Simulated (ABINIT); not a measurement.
Run report: Mo, band-structure run (part 2 of 3)

Mo (Im-3m, 1 atom in the cell); Kohn-Sham DFT of a periodic cell, PBE, JTH PAW PBE v2.0, no spin polarisation (ABINIT 10.8.3); cutoff 408.17 eV, 12×12×12 k-mesh, fermi-dirac of 0.05 eV. The structure derives from a Materials Project entry.

Geometry of the input (Å; fractional positions):
```
-1.5838  1.5838  1.5838
1.5838  -1.5838  1.5838
1.5838  1.5838  -1.5838
Mo 0.0000  0.0000  0.0000
```

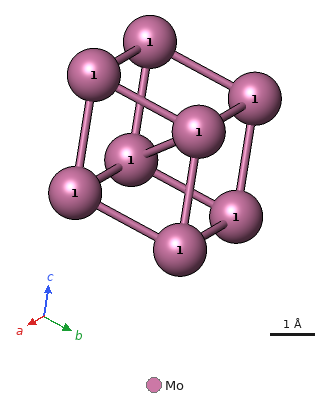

*The structure as given in the input (ball-and-stick view of the cell of the calculation, seen slightly off an axis; atoms are numbered from 1 in the order of the input). An atom can appear more than once, as a periodic image.*

**What the program printed, continued**
```
-Cartesian components of stress tensor (GPa)         [Pressure= -1.6698E+00 GPa]
- sigma(1 1)=  1.66978961E+00  sigma(3 2)=  0.00000000E+00
- sigma(2 2)=  1.66978961E+00  sigma(3 1)=  0.00000000E+00
- sigma(3 3)=  1.66978961E+00  sigma(2 1)=  0.00000000E+00

================================================================================
== DATASET  2 ==================================================================

--- !DatasetInfo
iteration_state: {dtset: 2, }
dimensions: {natom: 1, nkpt: 35, mband: 17, nsppol: 1, nspinor: 1, nspden: 1, mpw: 321, }
cutoff_energies: {ecut:  15.0, pawecutdg:  30.0, }
electrons: {nelect:   1.40000000E+01, charge:   0.00000000E+00, occopt:   3.00000000E+00, tsmear:   1.83746611E-03, }
meta: {optdriver: 0, ionmov: 0, optcell: 0, iscf: -2, paral_kgb: 0, }
...

 mkfilename : getden/=0, take file _DEN from output of DATASET   1.

 Exchange-correlation functional for the present dataset will be:
  GGA: Perdew-Burke-Ernzerhof functional - ixc=11
  J.P.Perdew, K.Burke, M.Ernzerhof, PRL 77, 3865 (1996)

 Real(R)+Recip(G) space primitive vectors, cartesian coordinates (Bohr,Bohr^-1):
 R(1)= -2.9929652  2.9929652  2.9929652  G(1)=  0.0000000  0.1670584  0.1670584
 R(2)=  2.9929652 -2.9929652  2.9929652  G(2)=  0.1670584  0.0000000  0.1670584
 R(3)=  2.9929652  2.9929652 -2.9929652  G(3)=  0.1670584  0.1670584  0.0000000
 Unit cell volume ucvol=  1.0724202E+02 bohr^3
 Angles (23,13,12)=  1.09471221E+02  1.09471221E+02  1.09471221E+02 degrees

 Coarse grid specifications (used for wave-functions):

 getcut: wavevector=  0.0000  0.0000  0.0000  ngfft=  20  20  20
         ecut(hartree)=     15.000   => boxcut(ratio)=   2.21840

 getcut : COMMENT -
  Note that boxcut > 2.2 ; recall that boxcut=Gcut(box)/Gcut(sphere) = 2
  is sufficient for exact treatment of convolution.
  Such a large boxcut is a waste : you could raise ecut
  e.g. ecut=   18.454880 Hartrees makes boxcut=2

 Fine grid specifications (used for densities):

 getcut: wavevector=  0.0000  0.0000  0.0000  ngfft=  27  27  27
         ecut(hartree)=     30.000   => boxcut(ratio)=   2.03717
--------------------------------------------------------------------------------

================================================================================
 Non-SCF case, kpt    1 (  0.00000  0.00000  0.00000), residuals and eigenvalues=
  4.35E-12  2.84E-12  2.31E-12  1.14E-12  5.97E-12  5.51E-12  1.27E-12  7.55E-12
  3.37E-12  9.81E-12  1.67E-12  6.33E-12  4.07E-12  7.26E-11  2.45E-10  8.49E-12
  2.08E-10
 -1.7591E+00 -7.7773E-01 -7.7773E-01 -7.7773E-01  2.2933E-01  4.4458E-01
  4.4458E-01  4.4458E-01  5.5336E-01  5.5336E-01  1.0430E+00  1.0430E+00
  1.0430E+00  1.4508E+00  1.4508E+00  1.5840E+00  1.5840E+00
 Non-SCF case, kpt    2 (  0.06250 -0.06250  0.06250), residuals and eigenvalues=
  3.97E-12  6.69E-12  2.18E-12  8.54E-12  1.43E-12  1.41E-12  9.96E-12  2.21E-12
  2.10E-12  1.91E-12  1.24E-12  2.31E-12  8.21E-12  5.71E-12  1.50E-10  3.59E-08
  2.71E-07
 -1.7585E+00 -7.8044E-01 -7.7896E-01 -7.7896E-01  2.4172E-01  4.4390E-01
  4.4390E-01  4.5005E-01  5.3733E-01  5.5907E-01  1.0559E+00  1.0637E+00
  1.0637E+00  1.3426E+00  1.4740E+00  1.5638E+00  1.5638E+00
 Non-SCF case, kpt    3 (  0.12500 -0.12500  0.12500), residuals and eigenvalues=
  5.16E-12  6.42E-12  5.44E-12  8.16E-12  1.73E-12  2.13E-12  4.88E-12  2.39E-12
  1.13E-12  2.76E-12  1.86E-12  2.53E-12  5.78E-12  5.24E-12  7.75E-12  1.91E-11
  8.65E-10
 -1.7566E+00 -7.8747E-01 -7.8249E-01 -7.8249E-01  2.7562E-01  4.4450E-01
  4.4450E-01  4.6614E-01  4.9714E-01  5.7433E-01  1.0871E+00  1.1202E+00
  1.1202E+00  1.2000E+00  1.4975E+00  1.4975E+00  1.5429E+00
 Non-SCF case, kpt    4 (  0.18750 -0.18750  0.18750), residuals and eigenvalues=
  4.78E-12  1.82E-12  1.91E-12  8.65E-12  5.76E-12  4.02E-12  1.59E-12  7.18E-12
  7.83E-12  9.30E-12  1.56E-12  7.29E-13  4.10E-12  4.44E-12  7.84E-12  1.27E-10
  8.15E-05
 -1.7539E+00 -7.9618E-01 -7.8784E-01 -7.8784E-01  3.2056E-01  4.4719E-01
  4.5197E-01  4.5197E-01  4.9182E-01  5.9399E-01  1.0940E+00  1.1241E+00
  1.1857E+00  1.1857E+00  1.4179E+00  1.4179E+00  1.6450E+00
 Non-SCF case, kpt    5 (  0.25000 -0.25000  0.25000), residuals and eigenvalues=
  5.99E-12  1.49E-12  2.10E-12  2.22E-12  3.40E-12  5.25E-12  1.97E-12  7.31E-12
  5.97E-12  4.92E-12  5.90E-12  6.18E-12  2.58E-12  2.74E-12  4.97E-12  8.22E-11
  4.68E-07
 -1.7508E+00 -8.0385E-01 -7.9425E-01 -7.9425E-01  3.5643E-01  3.9820E-01
  4.7116E-01  4.7116E-01  5.2512E-01  6.1645E-01  1.0504E+00  1.1605E+00
  1.1699E+00  1.1699E+00  1.4326E+00  1.4326E+00  1.5678E+00
 Non-SCF case, kpt    6 (  0.31250 -0.31250  0.31250), residuals and eigenvalues=
  2.21E-12  4.16E-12  9.29E-13  2.46E-12  4.85E-12  6.03E-12  6.05E-12  1.96E-12
  2.34E-12  2.81E-12  4.43E-12  4.81E-12  4.18E-12  6.21E-12  9.49E-07  4.12E-07
  7.34E-12
 -1.7479E+00 -8.0885E-01 -8.0076E-01 -8.0076E-01  3.5627E-01  3.5981E-01
  5.0447E-01  5.0447E-01  5.6262E-01  6.5645E-01  1.0710E+00  1.0710E+00
  1.0729E+00  1.1935E+00  1.4931E+00  1.5100E+00  1.5479E+00
 Non-SCF case, kpt    7 (  0.37500 -0.37500  0.37500), residuals and eigenvalues=
  8.07E-12  2.89E-12  4.50E-12  6.82E-12  3.83E-12  5.06E-12  8.59E-12  9.26E-12
  9.07E-12  8.25E-12  9.79E-12  1.49E-12  1.66E-12  4.07E-12  1.74E-10  2.24E-08
  1.21E-06
 -1.7456E+00 -8.1104E-01 -8.0633E-01 -8.0633E-01  3.2468E-01  3.3527E-01
  5.5134E-01  5.5134E-01  5.9890E-01  7.2067E-01  9.6197E-01  9.6197E-01
  1.1366E+00  1.2206E+00  1.3681E+00  1.4281E+00  1.6853E+00
 Non-SCF case, kpt    8 (  0.43750 -0.43750  0.43750), residuals and eigenvalues=
  2.81E-12  1.60E-12  3.78E-12  1.96E-12  1.05E-12  1.68E-12  1.94E-12  2.33E-12
  1.77E-12  1.67E-12  5.24E-12  1.42E-12  2.58E-12  2.48E-12  5.19E-12  5.57E-10
  5.97E-05
 -1.7442E+00 -8.1146E-01 -8.1008E-01 -8.1008E-01  3.0517E-01  3.0905E-01
  6.0518E-01  6.0518E-01  6.2627E-01  7.8907E-01  8.6774E-01  8.6774E-01
  1.2000E+00  1.2387E+00  1.2605E+00  1.3823E+00  1.8022E+00
 Non-SCF case, kpt    9 (  0.50000 -0.50000  0.50000), residuals and eigenvalues=
  3.64E-12  6.06E-12  4.09E-12  1.55E-12  6.85E-12  6.00E-12  7.61E-12  2.89E-12
  1.29E-12  1.37E-12  4.49E-12  8.58E-12  2.84E-12  1.95E-12  7.12E-12  1.24E-11
  2.65E-07
 -1.7437E+00 -8.1141E-01 -8.1141E-01 -8.1141E-01  2.9858E-01  2.9858E-01
  6.3663E-01  6.3663E-01  6.3663E-01  8.2244E-01  8.2244E-01  8.2244E-01
  1.1980E+00  1.2451E+00  1.2451E+00  1.3656E+00  1.8476E+00
 Non-SCF case, kpt   10 (  0.41667 -0.41667  0.50000), residuals and eigenvalues=
  2.93E-12  3.21E-12  1.06E-12  1.55E-12  1.39E-12  1.71E-12  1.81E-12  6.81E-13
  1.29E-12  1.49E-12  1.03E-12  2.39E-12  9.79E-12  8.96E-12  2.78E-12  2.66E-10
  4.75E-04
 -1.7441E+00 -8.1245E-01 -8.1024E-01 -8.0928E-01  3.0519E-01  3.0726E-01
  5.9903E-01  6.0622E-01  6.3836E-01  8.1824E-01  8.3666E-01  8.6109E-01
  1.2181E+00  1.2340E+00  1.2477E+00  1.3805E+00  1.7887E+00
 Non-SCF case, kpt   11 (  0.33333 -0.33333  0.50000), residuals and eigenvalues=
  8.94E-12  3.26E-12  9.08E-12  6.48E-12  6.90E-13  5.33E-12  3.44E-12  1.37E-12
  1.27E-12  3.40E-12  2.01E-12  9.67E-13  3.83E-12  3.71E-12  3.18E-11  8.60E-10
  2.92E-05
 -1.7453E+00 -8.1528E-01 -8.0702E-01 -8.0341E-01  3.2201E-01  3.3275E-01
  5.3070E-01  5.4775E-01  6.4315E-01  8.0158E-01  8.6008E-01  9.3237E-01
  1.1867E+00  1.2156E+00  1.3331E+00  1.4199E+00  1.6786E+00
 Non-SCF case, kpt   12 (  0.25000 -0.25000  0.50000), residuals and eigenvalues=
  1.94E-12  4.13E-12  3.65E-12  4.69E-12  4.96E-12  3.05E-12  4.55E-12  9.88E-12
  4.77E-12  5.93E-12  5.31E-12  3.04E-12  2.46E-12  1.16E-11  1.18E-09  1.19E-08
  6.44E-06
 -1.7469E+00 -8.1908E-01 -8.0254E-01 -7.9521E-01  3.3640E-01  3.7353E-01
  4.6576E-01  5.0473E-01  6.4987E-01  7.6496E-01  8.8008E-01  1.0028E+00
  1.1218E+00  1.2151E+00  1.4515E+00  1.4598E+00  1.5905E+00
 Non-SCF case, kpt   13 (  0.16667 -0.16667  0.50000), residuals and eigenvalues=
  6.44E-12  1.26E-12  7.07E-12  4.94E-12  7.99E-13  2.13E-12  2.38E-12  1.31E-12
  7.73E-12  1.23E-12  2.26E-12  4.22E-12  7.64E-12  1.01E-10  2.84E-08  9.16E-08
  3.98E-06
 -1.7485E+00 -8.2282E-01 -7.9797E-01 -7.8678E-01  3.2897E-01  4.1479E-01
  4.2731E-01  5.0609E-01  6.5684E-01  7.0788E-01  8.9589E-01  1.0406E+00
  1.0638E+00  1.2432E+00  1.4611E+00  1.5050E+00  1.5864E+00
 Non-SCF case, kpt   14 (  0.08333 -0.08333  0.50000), residuals and eigenvalues=
  8.70E-12  2.35E-12  3.47E-12  6.15E-12  4.25E-12  3.69E-12  5.41E-12  2.19E-12
  2.76E-12  4.97E-12  2.61E-12  3.63E-12  2.40E-12  1.90E-10  2.14E-09  2.59E-08
  2.43E-05
 -1.7496E+00 -8.2552E-01 -7.9456E-01 -7.8046E-01  3.1018E-01  3.8255E-01
  4.9103E-01  5.3648E-01  6.3851E-01  6.6211E-01  9.0685E-01  9.6716E-01
  1.1093E+00  1.2890E+00  1.4347E+00  1.4818E+00  1.6243E+00
 Non-SCF case, kpt   15 (  0.00000  0.00000  0.50000), residuals and eigenvalues=
  3.44E-12  8.52E-12  1.50E-12  8.52E-12  9.04E-12  7.24E-12  2.47E-12  5.43E-12
  2.94E-12  3.96E-12  1.45E-12  1.41E-12  4.00E-12  2.30E-10  2.49E-08  1.87E-07
  5.82E-05
 -1.7501E+00 -8.2650E-01 -7.9330E-01 -7.7811E-01  3.0175E-01  3.7154E-01
  5.5017E-01  5.5416E-01  5.7683E-01  6.6407E-01  9.1175E-01  9.3475E-01
  1.1274E+00  1.3160E+00  1.4200E+00  1.4730E+00  1.6292E+00
 Non-SCF case, kpt   16 (  0.00000  0.00000  0.41667), residuals and eigenvalues=
  2.14E-12  1.47E-12  6.60E-12  1.08E-12  3.69E-12  6.00E-12  5.24E-12  9.14E-12
  3.87E-12  5.55E-12  9.73E-13  2.29E-12  1.87E-12  3.48E-11  6.24E-11  4.25E-09
  6.29E-09
 -1.7507E+00 -8.2342E-01 -7.9229E-01 -7.7808E-01  3.0555E-01  3.7555E-01
  5.1753E-01  5.5650E-01  5.7356E-01  6.4062E-01  9.4347E-01  9.5017E-01
  1.1643E+00  1.3398E+00  1.3756E+00  1.4587E+00  1.4921E+00
 Non-SCF case, kpt   17 (  0.00000  0.00000  0.33333), residuals and eigenvalues=
  3.25E-12  5.87E-12  1.85E-12  1.01E-12  3.35E-12  3.63E-12  3.58E-12  2.48E-12
  3.90E-12  4.18E-12  2.76E-12  8.99E-12  2.41E-12  3.89E-12  3.24E-11  3.23E-10
  1.51E-10
 -1.7524E+00 -8.1489E-01 -7.8951E-01 -7.7801E-01  3.1160E-01  3.8702E-01
  4.6666E-01  5.4589E-01  5.6623E-01  5.8801E-01  9.9095E-01  1.0146E+00
  1.2563E+00  1.2853E+00  1.3803E+00  1.4008E+00  1.4239E+00
 Non-SCF case, kpt   18 (  0.00000  0.00000  0.25000), residuals and eigenvalues=
  7.56E-12  5.55E-12  9.07E-12  2.03E-12  5.79E-12  8.45E-12  8.81E-13  6.60E-12
  3.45E-12  3.35E-12  6.17E-12  4.77E-12  2.38E-12  7.01E-12  3.95E-12  6.98E-12
  3.10E-10
 -1.7546E+00 -8.0293E-01 -7.8565E-01 -7.7791E-01  3.0137E-01  4.0404E-01
  4.3680E-01  5.3149E-01  5.3438E-01  5.5924E-01  1.0392E+00  1.0832E+00
  1.1921E+00  1.3088E+00  1.3720E+00  1.3737E+00  1.4968E+00
 Non-SCF case, kpt   19 (  0.00000  0.00000  0.16667), residuals and eigenvalues=
  9.37E-12  7.17E-12  2.09E-12  1.72E-12  2.82E-12  4.36E-12  3.13E-12  3.79E-12
  9.56E-12  2.74E-12  2.09E-12  5.11E-12  1.65E-12  8.81E-11  1.17E-10  8.09E-09
  4.10E-07
 -1.7569E+00 -7.9055E-01 -7.8172E-01 -7.7782E-01  2.6937E-01  4.2301E-01
  4.3805E-01  4.8492E-01  5.3297E-01  5.5508E-01  1.0609E+00  1.0980E+00
  1.1139E+00  1.3088E+00  1.3742E+00  1.4896E+00  1.5607E+00
 Non-SCF case, kpt   20 (  0.00000  0.00000  0.08333), residuals and eigenvalues=
  6.40E-12  3.62E-12  2.82E-12  2.78E-12  3.06E-12  3.02E-12  1.85E-12  5.72E-13
  5.84E-12  4.06E-12  2.30E-12  3.26E-12  2.66E-12  8.48E-12  2.17E-12  4.07E-08
  3.50E-08
 -1.7585E+00 -7.8121E-01 -7.7880E-01 -7.7775E-01  2.4030E-01  4.3850E-01
  4.4344E-01  4.5490E-01  5.4491E-01  5.5359E-01  1.0507E+00  1.0615E+00
  1.0632E+00  1.3810E+00  1.4248E+00  1.5647E+00  1.5740E+00
 Non-SCF case, kpt   21 (  0.00000  0.00000  0.00000), residuals and eigenvalues=
  4.35E-12  2.84E-12  2.31E-12  1.14E-12  5.97E-12  5.51E-12  1.27E-12  7.55E-12
  3.37E-12  9.81E-12  1.67E-12  6.33E-12  4.07E-12  7.26E-11  2.45E-10  8.49E-12
  2.08E-10
 -1.7591E+00 -7.7773E-01 -7.7773E-01 -7.7773E-01  2.2933E-01  4.4458E-01
  4.4458E-01  4.4458E-01  5.5336E-01  5.5336E-01  1.0430E+00  1.0430E+00
  1.0430E+00  1.4508E+00  1.4508E+00  1.5840E+00  1.5840E+00
 Non-SCF case, kpt   22 (  0.03571  0.03571  0.03571), residuals and eigenvalues=
  8.15E-12  7.10E-12  1.77E-12  3.15E-12  4.06E-12  8.13E-12  7.18E-12  8.83E-13
  7.27E-12  9.05E-12  8.13E-12  8.94E-12  2.45E-12  3.97E-12  2.11E-12  1.98E-08
  1.74E-07
 -1.7585E+00 -7.8189E-01 -7.7816E-01 -7.7816E-01  2.4137E-01  4.3943E-01
  4.3943E-01  4.5813E-01  5.4908E-01  5.4908E-01  1.0512E+00  1.0639E+00
  1.0639E+00  1.4016E+00  1.4016E+00  1.5190E+00  1.6471E+00
 Non-SCF case, kpt   23 (  0.07143  0.07143  0.07143), residuals and eigenvalues=
  2.95E-12  6.31E-12  2.12E-12  2.62E-12  2.78E-12  2.40E-12  3.25E-12  2.60E-12
  3.02E-12  1.59E-12  9.38E-12  5.79E-12  5.44E-12  4.73E-12  3.50E-12  8.55E-12
  3.52E-06
 -1.7567E+00 -7.9243E-01 -7.7955E-01 -7.7955E-01  2.7370E-01  4.2372E-01
  4.2372E-01  4.9920E-01  5.4499E-01  5.4499E-01  1.0760E+00  1.0962E+00
  1.0962E+00  1.3685E+00  1.3685E+00  1.3832E+00  1.6223E+00
 Non-SCF case, kpt   24 (  0.10714  0.10714  0.10714), residuals and eigenvalues=
  2.65E-12  1.75E-12  2.60E-12  9.75E-12  4.38E-12  5.29E-12  1.35E-12  3.01E-12
  4.10E-12  5.89E-12  1.26E-12  2.90E-12  9.28E-12  3.67E-12  1.05E-11  6.46E-11
  6.44E-08
 -1.7544E+00 -8.0468E-01 -7.8209E-01 -7.8209E-01  3.1747E-01  4.0278E-01
  4.0278E-01  5.4950E-01  5.4950E-01  5.6686E-01  1.0821E+00  1.0821E+00
  1.1172E+00  1.2260E+00  1.4311E+00  1.4311E+00  1.5240E+00
 Non-SCF case, kpt   25 (  0.14286  0.14286  0.14286), residuals and eigenvalues=
  8.49E-12  2.36E-12  3.94E-12  1.49E-12  3.66E-12  8.83E-12  7.24E-12  4.86E-12
  9.58E-12  2.68E-12  2.09E-12  3.96E-12  6.44E-12  3.78E-12  1.39E-07  2.48E-07
  4.70E-06
 -1.7521E+00 -8.1374E-01 -7.8593E-01 -7.8593E-01  3.6336E-01  3.8648E-01
  3.8648E-01  5.5994E-01  5.5994E-01  6.5424E-01  1.0370E+00  1.0370E+00
  1.0738E+00  1.1747E+00  1.4597E+00  1.5360E+00  1.5360E+00
```
